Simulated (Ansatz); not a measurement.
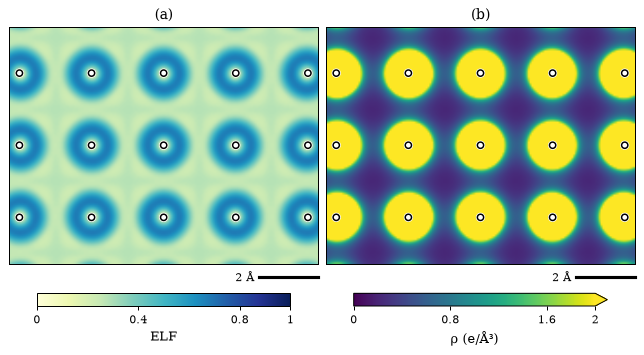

The picture shows: Ru. (a) electron localisation function; (b) valence electron density on the (001) plane of the conventional cell. Circles mark the nuclei in the plane (Ru).

Space group Pm-3m; set up as Ru, simple cubic; a generated structure, not necessarily the stable one; changed on purpose from its base cell (volume × 0.92); computed pressure about 25 GPa in this cell; the program warned that a starting moment wasn't kept; spin-polarised, but the moments vanished.

All numbers below come from DFT, r2SCAN, plane waves (500 eV) with PAW, scalar-relativistic (Ansatz 0.2.0).

In a PAW calculation such maps are meaningful between the atoms, not at the nuclei.

The calculation's input:

```
crystal:
  lattice:
    - [2.4221480875, 0.0, 0.0]
    - [0.0, 2.4221480875, 0.0]
    - [0.0, 0.0, 2.4221480875]
  atoms:
    - { symbol: Ru, position: [0.0, 0.0, 0.0], spin: 1.0 }
hamiltonian:
  xc: r2scan
  pseudopotentials:
    kind: paw
    azcp:
      Ru: "pseudopotentials/Ru.paw.azcp"
basis:
  ecutwfc: 500
  fft_grid_basis: typed
kpoints:
  mp_grid: { grid: [21, 21, 21], shift: [0, 0, 0] }
magnetization:
  spin_polarized: true
scf:
  occupations: { method: fermi_dirac, width: 0.05 }
output:
  stress: true
  write_density: true
  write_potential: true
  elf: true
  volumetric_format: npy
```

Below, planes, directions and counts refer to the conventional cell (a = 2.42 Å, b = 2.42 Å, c = 2.42 Å, α = 90.00°, β = 90.00°, γ = 90.00°).

### What does the map show?

The plane passes through Ru nuclei.
Ru–Ru (2.42 Å): ρ is about 0.61 e/Å³ halfway; the ELF is about 0.25 at the midpoint: no localised pair shows between them.
Between the atoms the lowest density in this plane is 0.22 e/Å³.
The features right at Ru lie inside the PAW spheres, where the map follows smoothed inner orbitals and isn't to be read closely.
